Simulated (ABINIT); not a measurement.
Run report: ZnSe, geometry relaxation (part 2 of 2)

The same run, continued: ZnSe (F-43m, 2 atoms in the cell); Kohn-Sham DFT of a periodic cell, PBEsol, PseudoDojo NC SR PBEsol v0.4.1 standard, no spin polarisation (ABINIT 10.8.3); cutoff 1170.09 eV, 6×6×6 k-mesh, fermi-dirac of 0.05 eV. The structure derives from an entry of the Crystallography Open Database.

Geometry of the input (Å; fractional positions):
```
0.0000  2.8338  2.8338
2.8338  0.0000  2.8338
2.8338  2.8338  0.0000
Se 0.7500  0.7500  0.7500
Zn 0.0000  0.0000  0.0000
```

## The program's output, continued
```
 Cartesian coordinates (xcart) [bohr]
  8.02327390114099E+00  8.02327390114099E+00  8.02327390114099E+00
  1.25557707545132E-29  1.25557707545132E-29 -3.76673122635395E-29
 Reduced coordinates (xred)
  7.50000000000000E-01  7.50000000000000E-01  7.50000000000000E-01
 -3.52106690432657E-30 -3.52106690432657E-30  5.86844484054428E-30
 Cartesian forces (fcart) [Ha/bohr]; max,rms= 0.00000E+00 0.00000E+00 (free atoms)
 -0.00000000000000E+00 -0.00000000000000E+00 -0.00000000000000E+00
 -0.00000000000000E+00 -0.00000000000000E+00 -0.00000000000000E+00
 Gradient of E wrt nuclear positions in reduced coordinates (gred)
  0.00000000000000E+00  0.00000000000000E+00  0.00000000000000E+00
  0.00000000000000E+00  0.00000000000000E+00  0.00000000000000E+00
 Scale of Primitive Cell (acell) [bohr]
  7.56441517708512E+00  7.56441517708512E+00  7.56441517708512E+00
 Real space primitive translations (rprimd) [bohr]
  0.00000000000000E+00  5.34884926742733E+00  5.34884926742733E+00
  5.34884926742733E+00  0.00000000000000E+00  5.34884926742733E+00
  5.34884926742733E+00  5.34884926742733E+00  0.00000000000000E+00
 Unitary Cell Volume (ucvol) [Bohr^3]=  3.06063171444938E+02
 Angles (23,13,12)= [degrees]
  6.00000000000000E+01  6.00000000000000E+01  6.00000000000000E+01
 Lengths [Bohr]
  7.56441517708512E+00  7.56441517708512E+00  7.56441517708512E+00
 Stress tensor in cartesian coordinates (strten) [Ha/bohr^3]
  3.17409198039610E-05  0.00000000000000E+00  0.00000000000000E+00
  0.00000000000000E+00  3.17409198039575E-05  0.00000000000000E+00
  0.00000000000000E+00  0.00000000000000E+00  3.17409198039645E-05
 Total energy (etotal) [Ha]= -3.30075162344140E+02

 Difference of energy with previous step (new-old):
           Absolute (Ha)=-3.79784E-05
           Relative     =-1.15060E-07

--- Iteration: ( 3/50) Internal Cycle: (1/1)
--------------------------------------------------------------------------------

---SELF-CONSISTENT-FIELD CONVERGENCE--------------------------------------------

--- !BeginCycle
iteration_state: {dtset: 1, itime: 3, icycle: 1, }
solver: {iscf: 7, nstep: 80, nline: 4, wfoptalg: 0, }
tolerances: {tolvrs: 1.00E-12, }
...

     iter   Etot(hartree)      deltaE(h)  residm     vres2
 ETOT  1  -330.04520511283    -3.300E+02 5.734E-02 3.400E+02
 ETOT  2  -330.05726942957    -1.206E-02 8.269E-05 8.820E+01
 ETOT  3  -330.07323117232    -1.596E-02 1.004E-03 1.811E+01
 ETOT  4  -330.07520794856    -1.977E-03 5.094E-05 5.422E-01
 ETOT  5  -330.07522780227    -1.985E-05 2.066E-05 4.350E-02
 ETOT  6  -330.07523466007    -6.858E-06 1.290E-06 2.263E-04
 ETOT  7  -330.07523470308    -4.301E-08 1.019E-06 2.005E-05
 ETOT  8  -330.07523470476    -1.680E-09 7.480E-08 7.412E-07
 ETOT  9  -330.07523470477    -1.074E-11 8.621E-08 3.637E-08
 ETOT 10  -330.07523470481    -4.025E-11 6.253E-09 3.654E-10
 ETOT 11  -330.07523470479     1.694E-11 7.218E-09 6.217E-12
 ETOT 12  -330.07523470481    -1.057E-11 5.259E-10 3.552E-13

 At SCF step   12       vres2   =  3.55E-13 < tolvrs=  1.00E-12 =>converged.

 Cartesian components of stress tensor (hartree/bohr^3)
  sigma(1 1)= -8.80478894E-07  sigma(3 2)=  0.00000000E+00
  sigma(2 2)= -8.80478894E-07  sigma(3 1)=  0.00000000E+00
  sigma(3 3)= -8.80478894E-07  sigma(2 1)=  0.00000000E+00

--- !ResultsGS
iteration_state: {dtset: 1, itime: 3, icycle: 1, }
comment   : Summary of ground state results
lattice_vectors:
- [  0.0000000,   5.3217963,   5.3217963, ]
- [  5.3217963,   0.0000000,   5.3217963, ]
- [  5.3217963,   5.3217963,   0.0000000, ]
lattice_lengths: [   7.52616,    7.52616,    7.52616, ]
lattice_angles: [ 60.000,  60.000,  60.000, ] # degrees, (23, 13, 12)
lattice_volume:   3.0144268E+02
convergence: {deltae: -1.057E-11, res2:  3.552E-13, residm:  5.259E-10, diffor: null, }
etotal    :  -3.30075235E+02
entropy   :   0.00000000E+00
fermie    :   1.52948844E-01
cartesian_stress_tensor: # hartree/bohr^3
- [ -8.80478894E-07,   0.00000000E+00,   0.00000000E+00, ]
- [  0.00000000E+00,  -8.80478894E-07,   0.00000000E+00, ]
- [  0.00000000E+00,   0.00000000E+00,  -8.80478894E-07, ]
pressure_GPa:   2.5905E-02
xred      :
- [  7.5000E-01,   7.5000E-01,   7.5000E-01, Se]
- [ -3.5211E-30,  -3.5211E-30,   5.8684E-30, Zn]
cartesian_forces: # hartree/bohr
- [ -0.00000000E+00,  -0.00000000E+00,  -0.00000000E+00, ]
- [ -0.00000000E+00,  -0.00000000E+00,  -0.00000000E+00, ]
force_length_stats: {min:   0.00000000E+00, max:   0.00000000E+00, mean:   0.00000000E+00, }
...

 Integrated electronic density in atomic spheres:
 ------------------------------------------------
 Atom  Sphere_radius  Integrated_density
    1        2.00000         13.28866642
    2        2.00000         18.11799654

---OUTPUT-----------------------------------------------------------------------

 Cartesian coordinates (xcart) [bohr]
  7.98269443880133E+00  7.98269443880133E+00  7.98269443880133E+00
  1.24922671981401E-29  1.24922671981401E-29 -3.74768015944201E-29
 Reduced coordinates (xred)
  7.50000000000000E-01  7.50000000000000E-01  7.50000000000000E-01
 -3.52106690432657E-30 -3.52106690432657E-30  5.86844484054428E-30
 Cartesian forces (fcart) [Ha/bohr]; max,rms= 0.00000E+00 0.00000E+00 (free atoms)
 -0.00000000000000E+00 -0.00000000000000E+00 -0.00000000000000E+00
 -0.00000000000000E+00 -0.00000000000000E+00 -0.00000000000000E+00
 Gradient of E wrt nuclear positions in reduced coordinates (gred)
  0.00000000000000E+00  0.00000000000000E+00  0.00000000000000E+00
  0.00000000000000E+00  0.00000000000000E+00  0.00000000000000E+00
 Scale of Primitive Cell (acell) [bohr]
  7.52615649308875E+00  7.52615649308875E+00  7.52615649308875E+00
 Real space primitive translations (rprimd) [bohr]
  0.00000000000000E+00  5.32179629253422E+00  5.32179629253422E+00
  5.32179629253422E+00  0.00000000000000E+00  5.32179629253422E+00
  5.32179629253422E+00  5.32179629253422E+00  0.00000000000000E+00
 Unitary Cell Volume (ucvol) [Bohr^3]=  3.01442675345721E+02
 Angles (23,13,12)= [degrees]
  6.00000000000000E+01  6.00000000000000E+01  6.00000000000000E+01
 Lengths [Bohr]
  7.52615649308875E+00  7.52615649308875E+00  7.52615649308875E+00
 Stress tensor in cartesian coordinates (strten) [Ha/bohr^3]
 -8.80478893582753E-07  0.00000000000000E+00  0.00000000000000E+00
  0.00000000000000E+00 -8.80478893579284E-07  0.00000000000000E+00
  0.00000000000000E+00  0.00000000000000E+00 -8.80478893579284E-07
 Total energy (etotal) [Ha]= -3.30075234704806E+02

 Difference of energy with previous step (new-old):
           Absolute (Ha)=-7.23607E-05
           Relative     =-2.19225E-07

--- Iteration: ( 4/50) Internal Cycle: (1/1)
--------------------------------------------------------------------------------

---SELF-CONSISTENT-FIELD CONVERGENCE--------------------------------------------

--- !BeginCycle
iteration_state: {dtset: 1, itime: 4, icycle: 1, }
solver: {iscf: 7, nstep: 80, nline: 4, wfoptalg: 0, }
tolerances: {tolvrs: 1.00E-12, }
...

     iter   Etot(hartree)      deltaE(h)  residm     vres2
 ETOT  1  -330.07520913611    -3.301E+02 5.383E-08 2.723E-01
 ETOT  2  -330.07521894494    -9.809E-06 7.168E-08 8.149E-02
 ETOT  3  -330.07523361538    -1.467E-05 6.739E-07 1.030E-02
 ETOT  4  -330.07523474000    -1.125E-06 3.451E-08 3.436E-04
 ETOT  5  -330.07523475371    -1.371E-08 1.153E-08 1.659E-05
 ETOT  6  -330.07523475634    -2.633E-09 7.906E-10 9.257E-08
 ETOT  7  -330.07523475636    -1.671E-11 5.964E-10 6.426E-09
 ETOT  8  -330.07523475637    -8.754E-12 5.100E-11 2.579E-10
 ETOT  9  -330.07523475637    -4.320E-12 5.400E-11 1.993E-11
 ETOT 10  -330.07523475635     2.200E-11 4.460E-12 2.282E-13

 At SCF step   10       vres2   =  2.28E-13 < tolvrs=  1.00E-12 =>converged.

 Cartesian components of stress tensor (hartree/bohr^3)
  sigma(1 1)=  1.83073410E-08  sigma(3 2)=  0.00000000E+00
  sigma(2 2)=  1.83073410E-08  sigma(3 1)=  0.00000000E+00
  sigma(3 3)=  1.83073410E-08  sigma(2 1)=  0.00000000E+00

--- !ResultsGS
iteration_state: {dtset: 1, itime: 4, icycle: 1, }
comment   : Summary of ground state results
lattice_vectors:
- [  0.0000000,   5.3225157,   5.3225157, ]
- [  5.3225157,   0.0000000,   5.3225157, ]
- [  5.3225157,   5.3225157,   0.0000000, ]
lattice_lengths: [   7.52717,    7.52717,    7.52717, ]
lattice_angles: [ 60.000,  60.000,  60.000, ] # degrees, (23, 13, 12)
lattice_volume:   3.0156495E+02
convergence: {deltae:  2.200E-11, res2:  2.282E-13, residm:  4.460E-12, diffor: null, }
etotal    :  -3.30075235E+02
entropy   :   0.00000000E+00
fermie    :   1.52761628E-01
cartesian_stress_tensor: # hartree/bohr^3
- [  1.83073410E-08,   0.00000000E+00,   0.00000000E+00, ]
- [  0.00000000E+00,   1.83073410E-08,   0.00000000E+00, ]
- [  0.00000000E+00,   0.00000000E+00,   1.83073410E-08, ]
pressure_GPa:  -5.3862E-04
xred      :
- [  7.5000E-01,   7.5000E-01,   7.5000E-01, Se]
- [ -3.5211E-30,  -3.5211E-30,   5.8684E-30, Zn]
cartesian_forces: # hartree/bohr
- [ -1.26474272E-29,  -1.26474272E-29,   3.79422817E-29, ]
- [  1.26474272E-29,   1.26474272E-29,  -3.79422817E-29, ]
force_length_stats: {min:   4.19467707E-29, max:   4.19467707E-29, mean:   4.19467707E-29, }
...

 Integrated electronic density in atomic spheres:
 ------------------------------------------------
 Atom  Sphere_radius  Integrated_density
    1        2.00000         13.25624354
    2        2.00000         18.11836544

---OUTPUT-----------------------------------------------------------------------

 Cartesian coordinates (xcart) [bohr]
  7.98377361738657E+00  7.98377361738657E+00  7.98377361738657E+00
  1.24939560248069E-29  1.24939560248069E-29 -3.74818680744206E-29
 Reduced coordinates (xred)
  7.50000000000000E-01  7.50000000000000E-01  7.50000000000000E-01
 -3.52106690432657E-30 -3.52106690432657E-30  5.86844484054428E-30
 Cartesian forces (fcart) [Ha/bohr]; max,rms= 3.79423E-29 2.42180E-29 (free atoms)
 -1.26474272327054E-29 -1.26474272327054E-29  3.79422816981161E-29
  1.26474272327054E-29  1.26474272327054E-29 -3.79422816981161E-29
 Gradient of E wrt nuclear positions in reduced coordinates (gred)
 -1.34632261157719E-28 -1.34632261157719E-28  1.34632261157719E-28
  1.34632261157719E-28  1.34632261157719E-28 -1.34632261157719E-28
 Scale of Primitive Cell (acell) [bohr]
  7.52717395241640E+00  7.52717395241640E+00  7.52717395241640E+00
 Real space primitive translations (rprimd) [bohr]
  0.00000000000000E+00  5.32251574492438E+00  5.32251574492438E+00
  5.32251574492438E+00  0.00000000000000E+00  5.32251574492438E+00
  5.32251574492438E+00  5.32251574492438E+00  0.00000000000000E+00
 Unitary Cell Volume (ucvol) [Bohr^3]=  3.01564947767534E+02
 Angles (23,13,12)= [degrees]
  6.00000000000000E+01  6.00000000000000E+01  6.00000000000000E+01
 Lengths [Bohr]
  7.52717395241640E+00  7.52717395241640E+00  7.52717395241640E+00
 Stress tensor in cartesian coordinates (strten) [Ha/bohr^3]
  1.83073409591727E-08  0.00000000000000E+00  0.00000000000000E+00
  0.00000000000000E+00  1.83073409557033E-08  0.00000000000000E+00
  0.00000000000000E+00  0.00000000000000E+00  1.83073409626422E-08
 Total energy (etotal) [Ha]= -3.30075234756351E+02

 Difference of energy with previous step (new-old):
           Absolute (Ha)=-5.15457E-08
           Relative     =-1.56164E-10

 At Broyd/MD step   4, gradients are converged :
  max grad (force/stress) = 1.8307E-06 < tolmxf= 2.0000E-05 ha/bohr (free atoms)

================================================================================

 ----iterations are completed or convergence reached----

 Mean square residual over all n,k,spin=   20.218E-15; max=  44.603E-13
 reduced coordinates (array xred) for    2 atoms
       0.750000000000      0.750000000000      0.750000000000
      -0.000000000000     -0.000000000000      0.000000000000
 rms dE/dt=  1.9040E-28; max dE/dt=  2.6926E-28; dE/dt below (all hartree)
    1      -0.000000000000     -0.000000000000      0.000000000000
    2       0.000000000000      0.000000000000      0.000000000000

 cartesian coordinates (angstrom) at end:
    1      4.22483105246341     4.22483105246341     4.22483105246341
    2      0.00000000000000     0.00000000000000    -0.00000000000000

 cartesian forces (hartree/bohr) at end:
    1     -0.00000000000000    -0.00000000000000     0.00000000000000
    2      0.00000000000000     0.00000000000000    -0.00000000000000
 frms,max,avg= 2.4217979E-29 3.7942282E-29   0.000E+00  0.000E+00  0.000E+00 h/b

 cartesian forces (eV/Angstrom) at end:
    1     -0.00000000000000    -0.00000000000000     0.00000000000000
    2      0.00000000000000     0.00000000000000    -0.00000000000000
 frms,max,avg= 1.2453386E-27 1.9510706E-27   0.000E+00  0.000E+00  0.000E+00 e/A
 length scales=  7.527173952416  7.527173952416  7.527173952416 bohr
              =  3.983208915419  3.983208915419  3.983208915419 angstroms
 Fermi (or HOMO) energy (hartree) =   0.15276   Average Vxc (hartree)=  -0.37456
 Eigenvalues (hartree) for nkpt=  16  k points:
 kpt#   1, nband= 22, wtk=  0.00463, kpt=  0.0000  0.0000  0.0000 (reduced coord)
  -4.46340   -2.78468   -2.78468   -2.78468   -1.59778   -1.59778   -1.59778   -1.59759
  -1.59759   -0.36372   -0.11429   -0.11429   -0.11429   -0.10004   -0.10004    0.12894
   0.12894    0.12894    0.17451    0.33999    0.33999    0.33999
      occupation numbers for kpt#   1
   2.00000    2.00000    2.00000    2.00000    2.00000    2.00000    2.00000    2.00000
   2.00000    2.00000    2.00000    2.00000    2.00000    2.00000    2.00000    2.00000
   2.00000    2.00000    0.00001    0.00000    0.00000    0.00000
 prteigrs : prtvol=0 or 1, do not print more k-points.

--- !EnergyTerms
iteration_state     : {dtset: 1, itime: 4, icycle: 1, }
comment             : Components of total free energy in Hartree
kinetic             :  1.70677121651554E+02
hartree             :  1.24120529282558E+02
xc                  : -4.62352518446823E+01
Ewald energy        : -1.65378023766025E+02
psp_core            :  6.65552795419182E+00
local_psp           : -3.19397178432651E+02
non_local_psp       : -1.00517959597976E+02
internal            : -3.30075234753031E+02
'-kT*entropy'       : -3.32007013121524E-09
total_energy        : -3.30075234756351E+02
total_energy_eV     : -8.98180470318793E+03
band_energy         : -4.31188759465549E+01
...

 Cartesian components of stress tensor (hartree/bohr^3)
  sigma(1 1)=  1.83073410E-08  sigma(3 2)=  0.00000000E+00
  sigma(2 2)=  1.83073410E-08  sigma(3 1)=  0.00000000E+00
  sigma(3 3)=  1.83073410E-08  sigma(2 1)=  0.00000000E+00

-Cartesian components of stress tensor (GPa)         [Pressure= -5.3862E-04 GPa]
- sigma(1 1)=  5.38620567E-04  sigma(3 2)=  0.00000000E+00
- sigma(2 2)=  5.38620567E-04  sigma(3 1)=  0.00000000E+00
- sigma(3 3)=  5.38620567E-04  sigma(2 1)=  0.00000000E+00

== END DATASET(S) ==============================================================
================================================================================

 -outvars: echo values of variables after computation  --------
            acell      7.5271739524E+00  7.5271739524E+00  7.5271739524E+00 Bohr
           etotal     -3.3007523476E+02
            fcart     -1.2647427233E-29 -1.2647427233E-29  3.7942281698E-29
                       1.2647427233E-29  1.2647427233E-29 -3.7942281698E-29
            rprim      0.0000000000E+00  7.0710678119E-01  7.0710678119E-01
                       7.0710678119E-01  0.0000000000E+00  7.0710678119E-01
                       7.0710678119E-01  7.0710678119E-01  0.0000000000E+00
           strten      1.8307340959E-08  1.8307340956E-08  1.8307340963E-08
                       0.0000000000E+00  0.0000000000E+00  0.0000000000E+00
           xangst      4.2248310525E+00  4.2248310525E+00  4.2248310525E+00
                       6.6115167979E-30  6.6115167979E-30 -1.9834550394E-29
             xred      7.5000000000E-01  7.5000000000E-01  7.5000000000E-01
                      -3.5210669043E-30 -3.5210669043E-30  5.8684448405E-30
 Calculation completed.
```

## Trajectory as extended XYZ (Å, eV, eV/Å), 4 frames, from step=0 to step=3
```
2
Lattice="0.0000 2.8338 2.8338 2.8338 0.0000 2.8338 2.8338 2.8338 0.0000" Properties=species:S:1:pos:R:3:forces:R:3 step=0 energy=-8981.80170
Se    4.2507    4.2507    4.2507    0.0000   0.0000   0.0000
Zn    0.0000    0.0000    0.0000    0.0000   0.0000   0.0000
2
Lattice="0.0000 2.8305 2.8305 2.8305 0.0000 2.8305 2.8305 2.8305 0.0000" Properties=species:S:1:pos:R:3:forces:R:3 step=1 energy=-8981.80273
Se    4.2457    4.2457    4.2457    0.0000   0.0000   0.0000
Zn    0.0000    0.0000    0.0000    0.0000   0.0000   0.0000
2
Lattice="0.0000 2.8162 2.8162 2.8162 0.0000 2.8162 2.8162 2.8162 0.0000" Properties=species:S:1:pos:R:3:forces:R:3 step=2 energy=-8981.80470
Se    4.2243    4.2243    4.2243    0.0000   0.0000   0.0000
Zn    0.0000    0.0000    0.0000    0.0000   0.0000   0.0000
2
Lattice="0.0000 2.8166 2.8166 2.8166 0.0000 2.8166 2.8166 2.8166 0.0000" Properties=species:S:1:pos:R:3:forces:R:3 step=3 energy=-8981.80470
Se    4.2248    4.2248    4.2248    0.0000   0.0000   0.0000
Zn    0.0000    0.0000    0.0000    0.0000   0.0000   0.0000
```

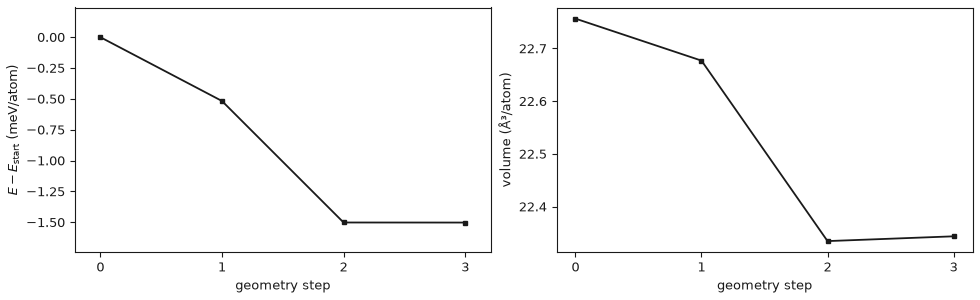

*Progress of the relaxation, step by step (steps are counted from 0).*

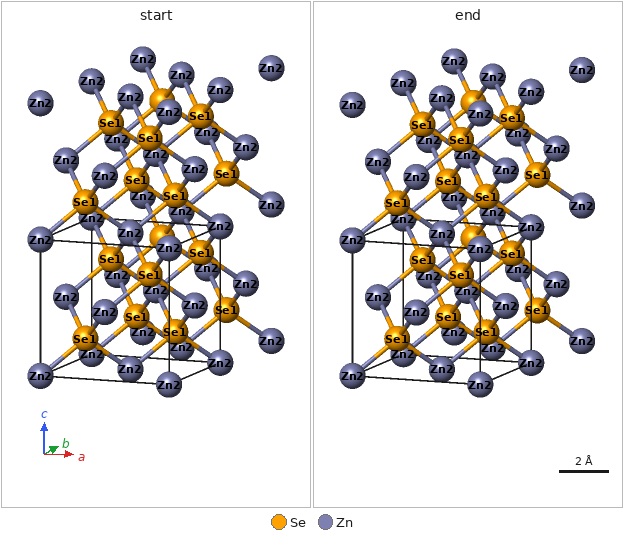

*Before (left) and after (right) the relaxation, at one scale (ball-and-stick view of the cell 4 times as large as that of the calculation, set on its symmetry axes, repeated 1 × 2 × 2, seen slightly off an axis).*

No atom moves by more than 0.005 Å relative to the cell. Cell: a = b = c 5.668 → 5.633 Å (−0.6 %). Volume −1.8 %. Distances before and after: Se1–Zn2 2.454 → 2.439 Å. The space group stays F-43m (No. 216). Over 3 geometry steps the energy falls by 1.5 meV per atom. All forces vanish by symmetry, so only the cell relaxes. (Atoms are counted from 1 in the order of the input.)

## Results in brief

- outcome: converged
- space group (tolerance 0.01 Å): F-43m (216)
- electrons treated: 36
- free energy: −8981.8047 eV
- Fermi energy: 4.157 eV
- gap on the k-point mesh: 1.24 eV
- pressure: 0.00 GPa
- final volume: 44.69 Å³
- largest force (length of the vector) at the end: under 0.001 eV/Å
- final cell: a = 3.983 Å, b = 3.983 Å, c = 3.983 Å, α = 60.00°, β = 60.00°, γ = 60.00°
- wall time: 5.1 min
- peak memory: 0.12 GiB
